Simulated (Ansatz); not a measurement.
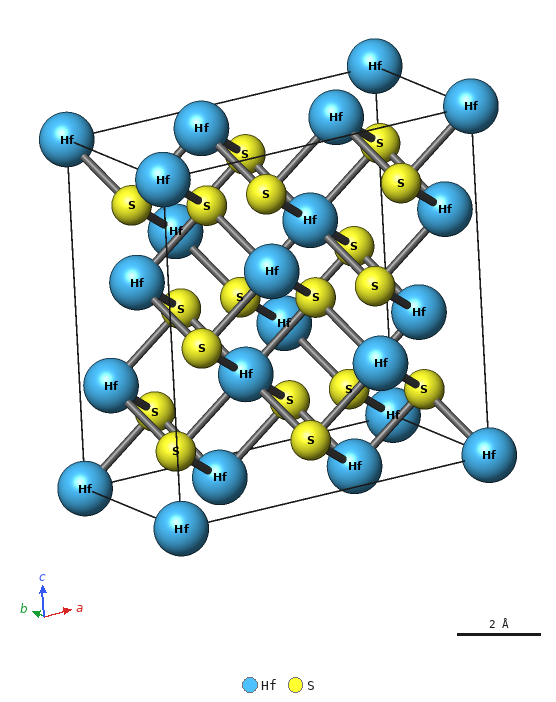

Fig. 1: The input geometry (ball-and-stick view of the cell of the calculation, seen slightly off an axis). An atom can appear more than once, as a periodic image.

## Single-point calculation of HfS₂ (part 1 of 2)

The run: single-point calculation of HfS₂ (P-3m1, 27 atoms in the cell). Method and program: DFT, PBE, dispersion d3bj, plane waves, PAW, spin-polarised (Ansatz 0.2.0).

The structure derives from a Materials Project entry.

**The program's output**
```
scf.n_extra_bands = 4 over 171 filled bands (N_el = 342.0): the run solves 175 bands
Engine: ansatz 0.2.0, aarch64-unknown-linux-gnu
Pseudopotentials: kind: paw
Pseudopotential: Hf, paw, valence charge 26, recommended cutoff 420 eV (normal), Hf.paw.azcp
Pseudopotential: S, paw, valence charge 6, recommended cutoff 420 eV (normal), S.paw.azcp
Functional definition: PBE
  parameter kappa = 0.804
  parameter beta = 0.06672455060314922
  exchange = pbe_x(kappa = kappa, mu = beta*pi^2/3)
  correlation = pbe_c(beta = beta)
Crystal: 27 atoms, lattice volume = 584.785 Å³
Basis set: ecut = 420 eV, 11377 PW (Γ), exchange–correlation on 120×120×120 points (8 copies of the dense FFT grid, shifted against one another)
Bands: 175, of which v1, the nominal top of the filled ones, is band 171 counted from 1 (170 counted from 0)
Symmetry: 108 space group operations
Space group: P-3m1 (ITA 164), of the structure as read, at distance tolerance 8.4e-5 Å
k-points: 2 of 8
Non-local potential: Hf, projectors of the file, l = 0: 3, l = 1: 2, l = 2: 2, l = 3: 3
Non-local potential: S, projectors of the file, l = 0: 2, l = 1: 2, l = 2: 2
PAW form: soft (Blöchl's): semilocal exchange-correlation on the pseudo side does not see the compensation charge
PAW one-centre angular grid: Hf, 590 points (default); XC on 64 Gauss nodes
PAW one-centre angular grid: S, 110 points (default); XC on 64 Gauss nodes
Initial density: superposition of atomic densities (chi_scale 0.1, normalization cell, long waves kept (reshape's long-wave potential 0.07 eV rms))
Initial wavefunctions: pseudopotential atomic-orbital guess
Functional: x = pbe(κ = 0.804, μ = 0.2195149727645171), c = pbe(β = 0.06672455060314922)
SCF iter   1: F=—  HF=-157795.192314 eV  |F-HF|=—  |Δ(HF+E_count)|=         —  Δρ=3.08e-2 (↑3.08e-2 ↓3.08e-2)  dr2=7.14e1  dr2_m=0.00e0  M=0.000 μB ∫|m|=0.000 μB  β_m=0.30  ethr=3.10e-3  ⟨swp⟩=6.0  Hψ=1223  notcnv=0
preconditioner: auto → Resta (q_TF=auto, 2.495 Å⁻¹)  ε∞=6.9  [insulator: Δε(μ)=0.417 eV  Ē_g=10.378 eV  σ=0.010 eV  W_gap=1.00  n_scr=154 (ndim 8)  ℏωp=25.2 eV  f_vac=0.015  D(μ)=0.00/eV (n_scr^D=0)  ε∞_Penn≈6.9]
spin=Collinear: Resta preconditioning applied to the charge; magnetization (m = ρ↑ − ρ↓) channel mixes plain (no charge-response kernel on spin).
SCF iter   2: F=—  HF=-157785.569781 eV  |F-HF|=—  |Δ(HF+E_count)|=    9.62e0  Δρ=1.82e-2 (↑1.82e-2 ↓1.82e-2)  dr2=2.28e1  dr2_m=0.00e0  M=0.000 μB ∫|m|=0.000 μB  β_m=0.46  ethr=3.10e-3  ⟨swp⟩=3.0  Hψ=566  notcnv=0
SCF iter   3: F=—  HF=-157780.821133 eV  |F-HF|=—  |Δ(HF+E_count)|=    4.75e0  Δρ=6.84e-3 (↑6.84e-3 ↓6.84e-3)  dr2=2.17e0  dr2_m=0.00e0  M=0.000 μB ∫|m|=0.000 μB  β_m=0.48  ethr=3.10e-3  ⟨swp⟩=3.0  Hψ=508  notcnv=0
SCF iter   4: F=—  HF=-157772.043090 eV  |F-HF|=—  |Δ(HF+E_count)|=    8.78e0  Δρ=1.16e-2 (↑1.16e-2 ↓1.04e-2)  dr2=2.06e0  dr2_m=4.79e-1  M=8.000 μB ∫|m|=8.004 μB  ethr=6.34e-4  ⟨swp⟩=2.0  Hψ=723  notcnv=0
Mixer restart at iter 4: flushing history
SCF iter   5: F=—  HF=-157779.824637 eV  |F-HF|=—  |Δ(HF+E_count)|=         —  Δρ=1.08e-2 (↑8.83e-3 ↓1.08e-2)  dr2=3.82e-1  dr2_m=4.59e-1  M=0.000 μB ∫|m|=0.517 μB  β_m=0.48  ethr=6.02e-4  ⟨swp⟩=3.5  Hψ=1358  notcnv=0
SCF iter   6: F=—  HF=-157780.193454 eV  |F-HF|=—  |Δ(HF+E_count)|=   3.69e-1  Δρ=5.95e-3 (↑4.63e-3 ↓5.95e-3)  dr2=1.75e-1  dr2_m=1.27e-1  M=0.000 μB ∫|m|=0.340 μB  β_m=0.74  ethr=1.12e-4  ⟨swp⟩=2.0  Hψ=1301  notcnv=0
SCF iter   7: F=—  HF=-157780.395588 eV  |F-HF|=—  |Δ(HF+E_count)|=   2.02e-1  Δρ=1.46e-3 (↑1.10e-3 ↓1.46e-3)  dr2=4.10e-2  dr2_m=9.03e-4  M=0.000 μB ∫|m|=0.076 μB  β_m=0.61  ethr=5.11e-5  ⟨swp⟩=2.0  Hψ=1328  notcnv=0
Mixer restart at iter 7: flushing history
SCF iter   8: F=—  HF=-157780.370409 eV  |F-HF|=—  |Δ(HF+E_count)|=         —  Δρ=4.38e-4 (↑4.38e-4 ↓4.38e-4)  dr2=9.89e-3  dr2_m=0.00e0  M=0.000 μB ∫|m|=0.000 μB  β_m=0.61  ethr=1.20e-5  ⟨swp⟩=7.0  Hψ=1397  notcnv=0
SCF iter   9: F=—  HF=-157780.373925 eV  |F-HF|=—  |Δ(HF+E_count)|=   3.52e-3  Δρ=3.02e-4 (↑3.02e-4 ↓3.02e-4)  dr2=4.35e-3  dr2_m=0.00e0  M=0.000 μB ∫|m|=0.000 μB  β_m=0.80  ethr=2.89e-6  ⟨swp⟩=2.5  Hψ=647  notcnv=0
SCF iter  10: F=—  HF=-157780.378110 eV  |F-HF|=—  |Δ(HF+E_count)|=   4.19e-3  Δρ=1.81e-4 (↑1.81e-4 ↓1.81e-4)  dr2=1.35e-3  dr2_m=0.00e0  M=0.000 μB ∫|m|=0.000 μB  β_m=0.64  ethr=1.27e-6  ⟨swp⟩=2.0  Hψ=700  notcnv=0
SCF iter  11: F=—  HF=-157780.377898 eV  |F-HF|=—  |Δ(HF+E_count)|=   2.12e-4  Δρ=3.18e-5 (↑3.18e-5 ↓3.18e-5)  dr2=2.28e-5  dr2_m=0.00e0  M=0.000 μB ∫|m|=0.000 μB  β_m=0.82  ethr=3.95e-7  ⟨swp⟩=2.0  Hψ=692  notcnv=0
SCF iter  12: F=—  HF=-157780.377561 eV  |F-HF|=—  |Δ(HF+E_count)|=   3.37e-4  Δρ=9.43e-6 (↑9.43e-6 ↓9.43e-6)  dr2=2.68e-6  dr2_m=0.00e0  M=0.000 μB ∫|m|=0.000 μB  β_m=0.91  ethr=6.65e-9  ⟨swp⟩=2.0  Hψ=692  notcnv=0
SCF iter  13: F=—  HF=-157780.377567 eV  |F-HF|=—  |Δ(HF+E_count)|=   6.19e-6  Δρ=2.15e-6 (↑2.15e-6 ↓2.15e-6)  dr2=1.73e-7  dr2_m=0.00e0  M=0.000 μB ∫|m|=0.000 μB  β_m=0.96  ethr=7.82e-10  ⟨swp⟩=2.0  Hψ=620  notcnv=0
SCF iter  14: F=-157780.377567 eV  HF=-157780.377567 eV  |F-HF|=3.81e-9  |Δ(HF+E_count)|=   3.89e-7  Δρ=9.11e-7 (↑9.11e-7 ↓9.11e-7)  dr2=2.36e-8  dr2_m=0.00e0  M=0.000 μB ∫|m|=0.000 μB  ethr=2.92e-11  ⟨swp⟩=3.5  Hψ=1109  notcnv=0
SCF 1 converged in 14 iterations: F = -157780.377567 eV  dr2 = 2.36e-8
  greatest PAW one-centre occupation: 0.999 electrons in one spin orbital (limit 2), on the Hf atom at site 8 (counted from 0), in its partial waves of l = 0
```

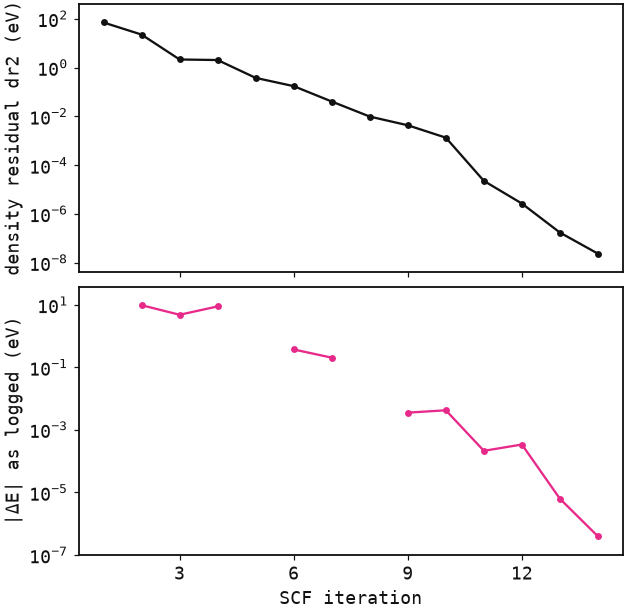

Fig. 2: Convergence of the self-consistent field: density residual dr2 and size of the energy change against the SCF iteration. The residual falls at every step.

```
SCF converged after 14 iterations
Magnetization: 0.0000 μB (171.0000 up, 171.0000 down)
Absolute magnetization: 0.0000 μB (∫|ρ↑−ρ↓|)
Spin contamination: 0.0000 ħ² per cell (⟨S²⟩ above its minimum at these occupations)
Per-site moments (μB) at R_I (Å): [(0.0, 1.0480435979412144), (0.0, 1.0480435979412142), (0.0, 1.0480435979412144), (0.0, 1.048043597941214), (0.0, 1.0480435979412144), (0.0, 1.0480435979412144), (0.0, 1.0480435979412142), (0.0, 1.0480435979412142), (0.0, 1.0480435979412142), (0.0, 1.0480435979412144), (0.0, 1.0480435979412144), (0.0, 1.0480435979412148), (0.0, 1.0480435979412148), (0.0, 1.0480435979412144), (0.0, 1.0480435979412148), (0.0, 1.0480435979412148), (0.0, 1.0480435979412148), (0.0, 1.0480435979412148), (0.0, 1.0480435979412142), (0.0, 1.048043597941214), (0.0, 1.0480435979412142), (0.0, 1.048043597941214), (0.0, 1.0480435979412142), (0.0, 1.0480435979412144), (0.0, 1.0480435979412144), (0.0, 1.048043597941214), (0.0, 1.0480435979412144)]
Free energy (F): -157780.377567 eV
Harris-Foulkes:  -157780.377567 eV  (|F-HF|=3.81e-9)
Internal energy: -157780.377567 eV  (E = F + TS)
E sigma→0 (E₀):  -157780.377567 eV
Fermi energy:    10.053935 eV
--- Per-component energies (eV) ---
  E_band       = -1717.449695
  E_kinetic    = 5716.589938
  E_local      = -72142.659510  (includes V_loc(G=0)·N_el)
  E_nonlocal   = -10680.975904
  E_hartree    = 33313.057009
  E_xc         = -4449.866906
  E_vxc        = -3971.246476  (∫ρ·V_xc dr)
  E_paw        = -73147.621512  (= ΣΔE_a)
  E_vpaw       = 12734.725056  (= ΣTr[D̂ρ^β])
  E_aug_tail   = 0.000017  (compensation charges beyond the density's cutoff)
  E_ewald      = -36379.701426
  E_disp       = -9.199273  (pairwise vdW)
  E_smearing   = -0.000000  (= −TS)
  E_closure    = 0.000000  (closes the sum)
  Σ components = -157780.377567   (vs F -157780.377567, Δ=0.00e0)
--- Forces (eV/Å), atoms counted from 1 ---
  atom   1  Hf    -0.00000000    -0.00000000    -0.00000000
  atom   2  Hf     0.00000000     0.00000000    -0.00000000
  atom   3  Hf    -0.00000000     0.00000000     0.00000000
  atom   4  Hf     0.00000000     0.00000000     0.00000000
  atom   5  Hf     0.00000000    -0.00000000     0.00000000
  atom   6  Hf    -0.00000000     0.00000000     0.00000000
  atom   7  Hf     0.00000000     0.00000000     0.00000000
  atom   8  Hf     0.00000000    -0.00000000     0.00000000
  atom   9  Hf     0.00000000    -0.00000000    -0.00000000
  atom  10  S      0.00000000    -0.00000000     0.00615375
  atom  11  S      0.00000000    -0.00000000     0.00615375
  atom  12  S     -0.00000000    -0.00000000     0.00615375
  atom  13  S      0.00000000    -0.00000000     0.00615375
  atom  14  S      0.00000000     0.00000000     0.00615375
  atom  15  S      0.00000000     0.00000000     0.00615375
  atom  16  S      0.00000000    -0.00000000     0.00615375
  atom  17  S      0.00000000    -0.00000000     0.00615375
  atom  18  S      0.00000000    -0.00000000     0.00615375
  atom  19  S     -0.00000000     0.00000000    -0.00615375
  atom  20  S     -0.00000000    -0.00000000    -0.00615375
  atom  21  S     -0.00000000     0.00000000    -0.00615375
  atom  22  S     -0.00000000    -0.00000000    -0.00615375
  atom  23  S     -0.00000000     0.00000000    -0.00615375
  atom  24  S     -0.00000000     0.00000000    -0.00615375
  atom  25  S     -0.00000000    -0.00000000    -0.00615375
  atom  26  S     -0.00000000     0.00000000    -0.00615375
  atom  27  S     -0.00000000     0.00000000    -0.00615375
  max |Σ_I F_I| component: 1.56e-17 eV/Å
--- Stress (GPa, compression-positive) ---
        0.155468      -0.000000       0.000000
        0.000000       0.155468      -0.000000
       -0.000000       0.000000      -0.106430
  P = ⅓ Tr σ = 0.0682 GPa (0.682 kbar)
--- Band table (eV) ---
  k-point 0 ↑: bands = ["-52.4658", "-52.4605", "-52.4605", "-52.4605", "-52.4605", "-52.4605", "-52.4605", "-52.4578", "-52.4578", "-21.1977", "-21.1977", "-21.1977", "-21.1977", "-21.1977", "-21.1977", "-21.1845", "-21.1845", "-21.1845", "-21.1845", "-21.1584", "-21.1270", "-21.1270", "-21.1270", "-21.1268", "-21.1268", "-21.1268", "-21.1117", "-21.1117", "-21.0762", "-21.0762", "-21.0762", "-21.0762", "-21.0762", "-21.0762", "-21.0406", "-21.0406", "-3.5578", "-2.7551", "-2.7551", "-2.7551",
      "-2.6766", "-2.6766", "-2.6766", "-2.6360", "-2.5682", "-2.5682", "-2.5682", "-2.5145", "-2.5145", "-2.5145", "-2.5145", "-2.5089", "-2.5089", "-2.5089", "-2.4231", "-2.4146", "-2.4146", "-2.4146", "-2.4146", "-2.4146", "-2.4146", "-2.4103", "-2.4103", "-2.4102", "-2.4102", "-2.4043", "-2.4043", "-2.4043", "-2.4040", "-2.4040", "-2.4040", "-2.4040", "-2.4040", "-2.4027", "-2.4027", "-2.4027", "-2.4027", "-2.4026", "-2.4026", "-2.4026",
      "-2.4026", "-2.4026", "-2.4026", "-2.3953", "-2.3953", "-2.3953", "-2.3952", "-2.3952", "-2.3952", "-2.3944", "-2.3944", "-2.3922", "-2.3922", "-2.3922", "-2.3922", "-2.3922", "-2.3922", "-2.3870", "-2.3870", "-2.3826", "-2.3021", "-2.3021", "-2.3021", "-2.2858", "-2.2858", "-2.2858", "-1.9289", "-1.9289", "-1.9289", "-1.9180", "-1.9180", "-1.9180", "-1.9154", "-1.9154", "-1.9154", "-1.9154", "-1.8803", "5.1026", "5.1032", "5.1032",
      "5.1032", "5.4846", "5.4846", "5.4846", "5.5800", "5.5800", "5.7602", "5.7602", "5.7602", "5.8163", "5.8163", "5.8163", "5.8163", "6.1782", "6.1782", "6.1782", "6.5583", "6.5583", "6.5583", "6.7803", "6.7803", "6.9401", "6.9401", "6.9401", "7.1120", "7.1120", "7.1120", "7.2915", "7.2915", "7.2915", "7.5085", "7.5085", "7.5085", "7.5085", "7.5647", "7.5647", "8.1810", "8.1810", "8.1810", "8.2141",
      "8.2141", "8.2141", "8.4877", "8.4877", "8.4877", "8.6790", "8.7969", "8.7969", "8.7969", "9.3956", "9.3956", "10.7336", "10.7336", "10.7336", "10.8703"]
```
